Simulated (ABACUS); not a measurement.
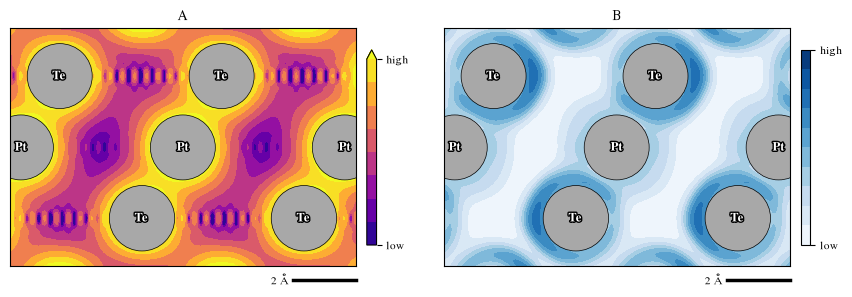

Te2Pt: 2 fields on the (110) plane of the conventional cell, with unlabelled colour scales. Grey discs cover the atomic cores.

Space group P1; changed on purpose from its base cell (atoms moved at random by about 0.05 A); not relaxed (largest force 1.6 eV/Å); computed pressure about 10 GPa in this cell.

These are results of Kohn-Sham DFT of a periodic cell, PBE, PseudoDojo NC SR 0.4.1 PBE standard (ABACUS 3.10.1), not measurements.

> Match the panels to the quantities (electron localisation function and valence pseudo-density).

Panel A: valence pseudo-density. Panel B: electron localisation function. From the grid: Te–Pt (2.61 Å): ρ is about 0.56 e/Å³ halfway; the ELF is about 0.50 at the midpoint.
